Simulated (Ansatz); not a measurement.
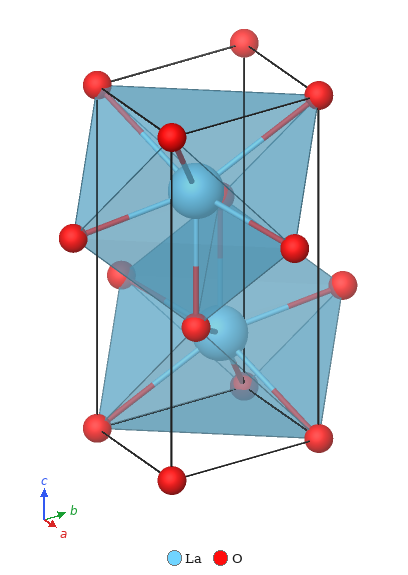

The crystal in a polyhedral representation, seen slightly off an axis. The conventional unit cell is outlined; an atom on or near a face, edge or corner is repeated at each equivalent position. A few atoms beyond the faces are included. Cell: a = 3.94 Å, b = 3.94 Å, c = 6.19 Å, α = 90.00°, β = 90.00°, γ = 120.00°.

The structure was taken from a structure listed in the Materials Project. Earlier steps of the study may have refined or changed the cell and positions. It was run through Ansatz as a DFT input.

What structure is drawn here?

Answer. Chemical formula La₂O₃. Symmetry: P-3m1 (No. 164), primitive hexagonal lattice. Cell content 2 La, 3 O; Z = 1. Each La atom is coordinated by seven O at about 2.4 to 2.7 Å. O takes two kinds of site: 2d with four La in a tetrahedral arrangement at about 2.4 to 2.5 Å; 1a with six La in an octahedral arrangement at about 2.7 Å. The bonds build a three-dimensional framework.

Method used: DFT PBE, scalar-relativistic, plane waves, PAW in Ansatz. It ran with plane waves up to 420 eV, a 6×6×4 sampling of the Brillouin zone, Gaussian smearing of 0.02 eV, no spin polarisation.

How large a gap does the method give, if there is one?

Answer. An insulator at this level, with a gap of 3.83 eV, indirect.

What does a Bader analysis give?

Answer. La +2.02 e; O -1.39 to -1.32 e.

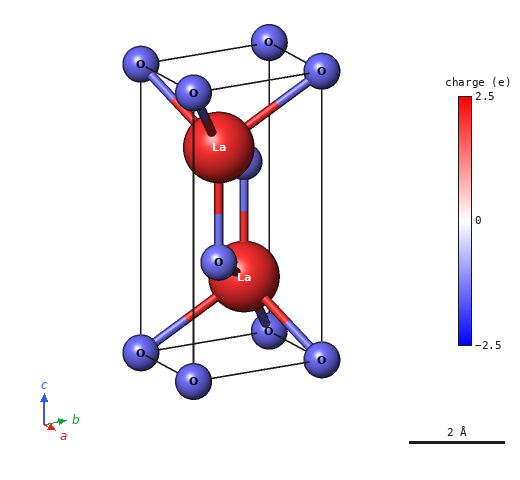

The atoms coloured by those charges. The run's cell of 5 atoms is drawn.

Can this geometry be taken as optimised?

Answer. Yes. All forces vanish to within 0.01 eV/Å. The pressure is 0.0 GPa, close to zero.
